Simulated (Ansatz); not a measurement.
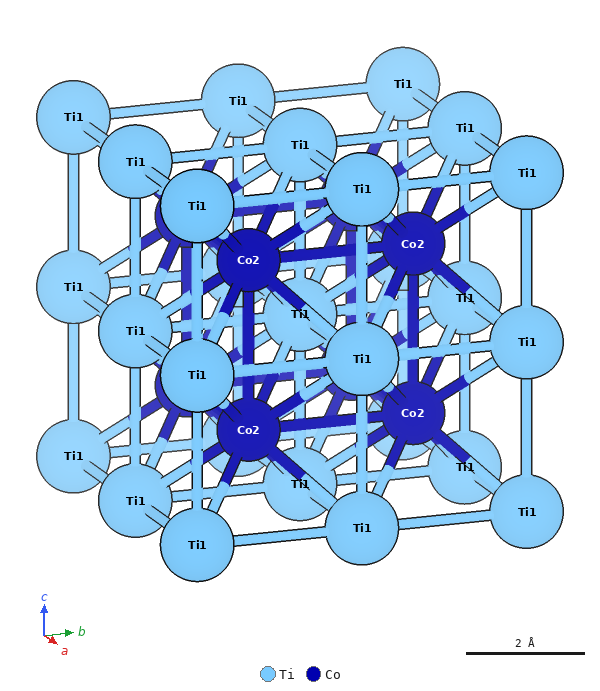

Reference structure: crystalline TiCo (set up in Pm-3m). Style: ball-and-stick. Shown: the cell of the calculation, repeated 2 × 2 × 2 with one cell outlined, slightly off an axis.

Theory: DFT PBE, scalar-relativistic, plane waves, PAW (Ansatz 0.2.0). Settings: plane-wave cutoff 420 eV; k-point mesh 18 × 18 × 18; occupations gaussian; smearing width 0.1 eV; collinear spin.

Change: Biaxial strain in the a–b plane, −3.0 %, is applied. The c axis and the atoms are relaxed.

> What does the calculation give for the changed structure?

Cell: a = b 2.986 → 2.896 Å (−3.0 %), c 2.986 → 3.092 Å (+3.6 %). Volume −2.6 %. The atoms keep their places relative to the cell (all moves are under 0.005 Å). Among the bonded contacts that change: Ti–Ti 2.986 → 2.896 to 3.092 Å, Co–Co 2.986 → 2.896 to 3.092 Å, Co–Ti 2.586 → 2.566 Å. The space group (tolerance 0.01 Å) goes from Pm-3m (No. 221) to P4/mmm (No. 123). The energy rises by 18.1 meV per atom. The pressure goes from −0.1 to 3.6 GPa. The principal stresses (compression positive) are 0.0 GPa along c and 5.4 GPa across it. The absolute magnetisation per cell goes from 1.10 to 0.83 μB (net moment 0.87 and 0.65 μB). Both are metals.

Drawn alike, the variant:

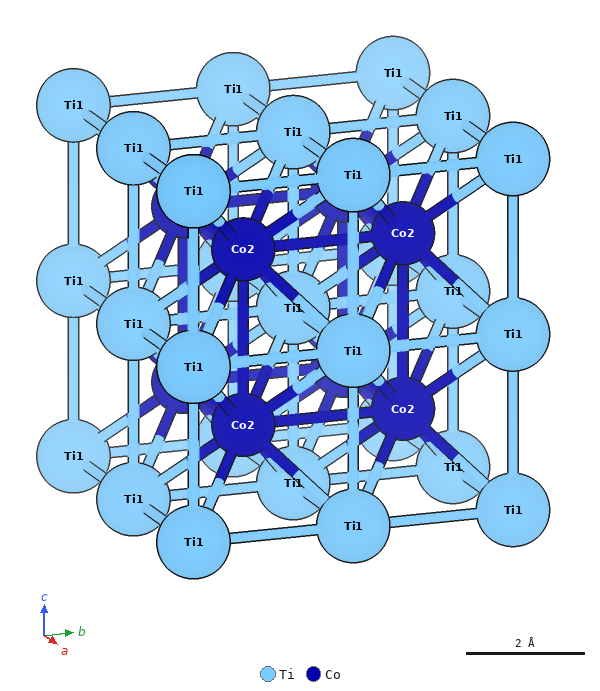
